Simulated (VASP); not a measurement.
# GaSb: geometry relaxation (part 2 of 3)

Continued. System: GaSb (F-43m, 2 atoms in the cell). Method: Kohn-Sham DFT of a periodic cell, PBE, VASP PAW PBE potentials, recommended, no spin polarisation (VASP 6.6.1); cutoff 520 eV, 4×4×4 k-mesh, Gaussian smearing of 0.02 eV. The structure derives from an entry of the Crystallography Open Database.

Geometry of the input (Å; fractional positions):
```
0.0000  3.0590  3.0590
3.0590  0.0000  3.0590
3.0590  3.0590  0.0000
Ga 0.0000  0.0000  0.0000
Sb 0.2500  0.2500  0.2500
```

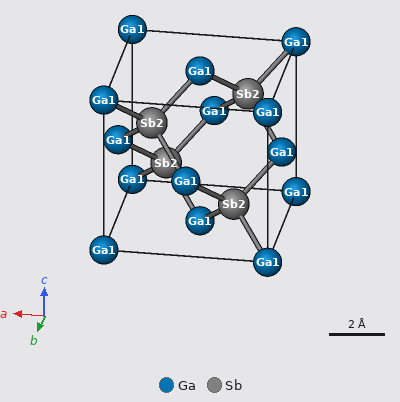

Figure 1. The input geometry (ball-and-stick view of the cell 4 times as large as that of the calculation, set on its symmetry axes, seen at an oblique angle; atoms are numbered from 1 in the order of the input). An atom can appear more than once, as a periodic image.

Parts of OUTCAR, continued
```
   k-points           NKPTS =      8   k-points in BZ     NKDIM =      8   number of bands    NBANDS=     13
   number of dos      NEDOS =    301   number of ions     NIONS =      2
   total plane-waves  NPLWV =  32768
   dimension x,y,z NGX =    32 NGY =   32 NGZ =   32
   dimension x,y,z NGXF=    64 NGYF=   64 NGZF=   64
   ions per type =               1   1
   NGX,Y,Z   is equivalent  to a cutoff of  12.30, 12.30, 12.30 a.u.
   NGXF,Y,Z  is equivalent  to a cutoff of  24.59, 24.59, 24.59 a.u.
 SYSTEM =  GaSb
   PREC   = accura    normal or accurate (medium, high low for compatibility)
   ISTART =      0    job   : 0-new  1-cont  2-samecut
   ICHARG =      2    charge: 1-file 2-atom 10-const
   ISPIN  =      1    spin polarized calculation?
   LNONCOLLINEAR =      F non collinear calculations
   LSORBIT =      F    spin-orbit coupling
   LASPH  =      T    aspherical Exc in radial PAW
   ENCUT  =  520.0 eV  38.22 Ry    6.18 a.u.   8.04  8.04  8.04*2*pi/ulx,y,z
   NELM   =     60;   NELMIN=  2; NELMDL= -5     # of ELM steps
   EDIFF  = 0.1E-06   stopping-criterion for ELM
   LREAL  =      F    real-space projection
   EDIFFG = -.2E-02   stopping-criterion for IOM
   NSW    =     80    number of steps for IOM
   IBRION =      2    ionic relax: 0-MD 1-quasi-New 2-CG
   NFREE  =      1    steps in history (QN), initial steepest desc. (CG)
   ISIF   =      3    stress and relaxation
   ISYM   =      2    0-nonsym 1-usesym 2-fastsym
   POTIM  = 0.5000    time-step for ionic-motion
   TEBEG  =    0.0;   TEEND  =   0.0 temperature during run
   PSTRESS=    0.0 pullay stress
   NELECT =      18.0000    total number of electrons
   NUPDOWN=      -1.0000    fix difference up-down
   EMIN   =  10.00;   EMAX   =-10.00  energy-range for DOS
   EFERMI =   0.00;   METHOD = LEGACY
   ISMEAR =     0;   SIGMA  =   0.02  broadening in eV -4-tet -1-fermi 0-gaus
   EFERMI_NEDOS =   21; number of points for ismear=-14 and -15
   IALGO  =     38    algorithm
   IMIX   =      4    mixing-type and parameters
     AMIX     =   0.40;   BMIX     =  1.00
     AMIX_MAG =   1.60;   BMIX_MAG =  1.00
  volume/ion in A,a.u.               =      28.62       193.17
  Fermi-wavevector in a.u.,A,eV,Ry     =   1.113208  2.103657 16.860766  1.239231
  Thomas-Fermi vector in A             =   2.249790
   LORBIT       =      0    0 simple, 1 ext, 2 COOP (PROOUT), +10 PAW based schemes
   GGA     = PE    functional components
   LHFCALC =     F    Hartree Fock is set to
   AEXX    =    0.0000 exact exchange contribution
   IVDW    =     0    specifies the selected vdW correction
   LEPSILON=     F    determine dielectric tensor
   LRPA    =     F    only Hartree local field effects (RPA)
 conjugate gradient relaxation of ions
 non-spin polarized calculation
 Gauss-broadening in eV      SIGMA  =   0.02
  energy-cutoff  :      520.00
  volume of cell :       57.25
 maximum number of plane-waves:      1572
   NGX = 17   NGY = 17   NGZ = 17

--------------------------------------- Ionic step        1  -------------------------------------------

 number of electron      17.9999986 magnetization

 Free energy of the ion-electron system (eV)
  ---------------------------------------------------
  ext. energy  EPLUGINS =         0.00000000
  ---------------------------------------------------
  free energy    TOTEN  =        -7.15518098 eV

  energy without entropy =       -7.15484647  energy(sigma->0) =       -7.15501372

 E-fermi :   4.9303     XC(G=0):  -9.0593     alpha+bet :-10.0843

 val. band max:        4.9104197945   @ k =   0.0000   0.0000   0.0000
 cond. band min:       4.9402765765   @ k =   0.0000   0.0000   0.0000
 fundamental gap:      0.0298567820
 Fermi energy:         4.9302891381

 k-point     1 :       0.0000    0.0000    0.0000
  band No.  band energies     occupation
      1     -10.1631      2.00000
      2     -10.1631      2.00000
      3     -10.1631      2.00000
      4     -10.1144      2.00000
      5     -10.1144      2.00000
      6      -6.5670      2.00000
      7       4.9104      1.84000
      8       4.9104      1.83997
      9       4.9104      1.83997
     10       4.9403      0.48005
     11       7.6627      0.00000
     12       7.6627      0.00000
     13       7.6627      0.00000

 k-point     2 :       0.2500    0.0000    0.0000
  band No.  band energies     occupation
      1     -10.1768      2.00000
      2     -10.1573      2.00000
      3     -10.1573      2.00000
      4     -10.1147      2.00000
      5     -10.1147      2.00000
      6      -5.9506      2.00000
      7       0.8761      2.00000
      8       4.2041      2.00000
      9       4.2041      2.00000
     10       5.7063      0.00000
     11       8.5287      0.00000
     12       8.5287      0.00000
     13      10.1092      0.00000

 k-point     3 :       0.5000    0.0000    0.0000
  band No.  band energies     occupation
      1     -10.1901      2.00000
      2     -10.1525      2.00000
      3     -10.1525      2.00000
      4     -10.1140      2.00000
      5     -10.1140      2.00000
      6      -4.9378      2.00000
      7      -1.4683      2.00000
      8       3.7502      2.00000
      9       3.7502      2.00000
     10       5.3035      0.00000
     11       8.6374      0.00000
     12       8.6374      0.00000
     13      11.3779      0.00000

 k-point     4 :       0.2500    0.2500    0.0000
  band No.  band energies     occupation
      1     -10.1866      2.00000
      2     -10.1510      2.00000
      3     -10.1510      2.00000
      4     -10.1197      2.00000
      5     -10.1123      2.00000
      6      -5.7308      2.00000
      7       0.8445      2.00000
      8       3.2372      2.00000
      9       3.2372      2.00000
     10       6.1538      0.00000
     11       7.6172      0.00000
     12      10.3977      0.00000
     13      10.3977      0.00000

 k-point     5 :       0.5000    0.2500    0.0000
  band No.  band energies     occupation
      1     -10.1972      2.00000
      2     -10.1470      2.00000
      3     -10.1451      2.00000
      4     -10.1201      2.00000
      5     -10.1126      2.00000
      6      -4.6344      2.00000
      7      -1.2678      2.00000
      8       1.8124      2.00000
      9       2.9114      2.00000
     10       6.4972      0.00000
     11       8.8379      0.00000
     12      10.0787      0.00000
     13      10.7190      0.00000

 k-point     6 :      -0.2500    0.2500    0.0000
  band No.  band energies     occupation
      1     -10.1902      2.00000
      2     -10.1504      2.00000
      3     -10.1503      2.00000
      4     -10.1160      2.00000
      5     -10.1152      2.00000
      6      -5.0587      2.00000
      7      -0.6274      2.00000
      8       1.7016      2.00000
      9       3.6778      2.00000
     10       6.8935      0.00000
     11       9.4864      0.00000
     12       9.6069      0.00000
     13       9.9716      0.00000

 k-point     7 :       0.5000    0.5000    0.0000
  band No.  band energies     occupation
      1     -10.2073      2.00000
      2     -10.1386      2.00000
      3     -10.1386      2.00000
      4     -10.1263      2.00000
      5     -10.1102      2.00000
      6      -4.1007      2.00000
      7      -1.9218      2.00000
      8       2.3268      2.00000
      9       2.3268      2.00000
     10       5.8057      0.00000
     11       6.1494      0.00000
     12      13.5802      0.00000
     13      13.5802      0.00000

 k-point     8 :      -0.2500    0.5000    0.2500
  band No.  band energies     occupation
      1     -10.2006      2.00000
      2     -10.1466      2.00000
      3     -10.1404      2.00000
      4     -10.1203      2.00000
      5     -10.1140      2.00000
      6      -4.0558      2.00000
      7      -1.7908      2.00000
      8       1.5529      2.00000
      9       1.7704      2.00000
     10       8.5822      0.00000
     11       9.2307      0.00000
     12       9.3009      0.00000
     13       9.6456      0.00000

------------------------ aborting loop because EDIFF is reached ----------------------------------------

  FORCE on cell =-STRESS in cart. coord.  units (eV):
  Direction    XX          YY          ZZ          XY          YZ          ZX
  --------------------------------------------------------------------------------------
  -------------------------------------------------------------------------------------
  Total        0.9759653      0.9759653      0.9759653     -0.0000000      0.0000000      0.0000000
  in kB       27.3134486     27.3134486     27.3134486     -0.0000000      0.0000000      0.0000000
  external PRESSURE =      27.3134486 kB  Pullay stress =       0.0000000 kB

 VOLUME and BASIS-vectors are now :
 -----------------------------------------------------------------------------
  energy-cutoff  :      520.00
  volume of cell :       57.25
      direct lattice vectors                 reciprocal lattice vectors
     0.000000000  3.059000000  3.059000000    -0.163452109  0.163452109  0.163452109
     3.059000000  0.000000000  3.059000000     0.163452109 -0.163452109  0.163452109
     3.059000000  3.059000000  0.000000000     0.163452109  0.163452109 -0.163452109

 POSITION                                       TOTAL-FORCE (eV/Angst)
 -----------------------------------------------------------------------------------
      0.00000      0.00000      0.00000        -0.000000     -0.000000     -0.000000
      1.52950      1.52950      1.52950         0.000000      0.000000      0.000000
 -----------------------------------------------------------------------------------
    total drift:                                0.000002      0.000002      0.000002

  FREE ENERGIE OF THE ION-ELECTRON SYSTEM (eV)
  ---------------------------------------------------
  free  energy   TOTEN  =        -7.1551809832 eV

  energy  without entropy=       -7.1548464655  energy(sigma->0) =       -7.15501372

--------------------------------------- Ionic step        2  -------------------------------------------

 number of electron      18.0000015 magnetization

------------------------ aborting loop because EDIFF is reached ----------------------------------------

  FORCE on cell =-STRESS in cart. coord.  units (eV):
  Direction    XX          YY          ZZ          XY          YZ          ZX
  --------------------------------------------------------------------------------------
  -------------------------------------------------------------------------------------
  Total       -0.1134226     -0.1134226     -0.1134226      0.0000000      0.0000000      0.0000000
  in kB       -2.9602289     -2.9602289     -2.9602289      0.0000000      0.0000000      0.0000000
  external PRESSURE =      -2.9602289 kB  Pullay stress =       0.0000000 kB

 VOLUME and BASIS-vectors are now :
 -----------------------------------------------------------------------------
  energy-cutoff  :      520.00
  volume of cell :       61.39
      direct lattice vectors                 reciprocal lattice vectors
     0.000000000  3.131013689  3.131013689    -0.159692691  0.159692691  0.159692691
     3.131013689  0.000000000  3.131013689     0.159692691 -0.159692691  0.159692691
     3.131013689  3.131013689  0.000000000     0.159692691  0.159692691 -0.159692691

 POSITION                                       TOTAL-FORCE (eV/Angst)
 -----------------------------------------------------------------------------------
      6.26203      6.26203      6.26203         0.000000      0.000000      0.000000
      1.56551      1.56551      1.56551        -0.000000     -0.000000     -0.000000
 -----------------------------------------------------------------------------------
    total drift:                                0.000002      0.000002      0.000002

  FREE ENERGIE OF THE ION-ELECTRON SYSTEM (eV)
  ---------------------------------------------------
  free  energy   TOTEN  =        -7.1890068885 eV

  energy  without entropy=       -7.1885248188  energy(sigma->0) =       -7.18876585

--------------------------------------- Ionic step        3  -------------------------------------------

 number of electron      18.0000016 magnetization

------------------------ aborting loop because EDIFF is reached ----------------------------------------

  FORCE on cell =-STRESS in cart. coord.  units (eV):
  Direction    XX          YY          ZZ          XY          YZ          ZX
  --------------------------------------------------------------------------------------
  -------------------------------------------------------------------------------------
  Total       -0.0256982     -0.0256982     -0.0256982     -0.0000000      0.0000000     -0.0000000
  in kB       -0.6746001     -0.6746001     -0.6746001     -0.0000000      0.0000000     -0.0000000
  external PRESSURE =      -0.6746001 kB  Pullay stress =       0.0000000 kB

 VOLUME and BASIS-vectors are now :
 -----------------------------------------------------------------------------
  energy-cutoff  :      520.00
  volume of cell :       61.03
      direct lattice vectors                 reciprocal lattice vectors
     0.000000000  3.124969895  3.124969895    -0.160001541  0.160001541  0.160001541
     3.124969895  0.000000000  3.124969895     0.160001541 -0.160001541  0.160001541
     3.124969895  3.124969895  0.000000000     0.160001541  0.160001541 -0.160001541

 POSITION                                       TOTAL-FORCE (eV/Angst)
 -----------------------------------------------------------------------------------
      0.00000      0.00000      0.00000        -0.000000     -0.000000     -0.000000
      1.56248      1.56248      1.56248         0.000000      0.000000      0.000000
 -----------------------------------------------------------------------------------
    total drift:                                0.000002      0.000002      0.000002

  FREE ENERGIE OF THE ION-ELECTRON SYSTEM (eV)
  ---------------------------------------------------
  free  energy   TOTEN  =        -7.1894099007 eV

  energy  without entropy=       -7.1889278310  energy(sigma->0) =       -7.18916887

[... ionic steps 4 to 15 ...]

--------------------------------------- Ionic step       16  -------------------------------------------

 number of electron      18.0000017 magnetization

------------------------ aborting loop because EDIFF is reached ----------------------------------------

  FORCE on cell =-STRESS in cart. coord.  units (eV):
  Direction    XX          YY          ZZ          XY          YZ          ZX
  --------------------------------------------------------------------------------------
  -------------------------------------------------------------------------------------
  Total        0.0072792      0.0072792      0.0072792     -0.0000000      0.0000000      0.0000000
  in kB        0.1913861      0.1913861      0.1913861     -0.0000000      0.0000000      0.0000000
  external PRESSURE =       0.1913861 kB  Pullay stress =       0.0000000 kB

 VOLUME and BASIS-vectors are now :
```
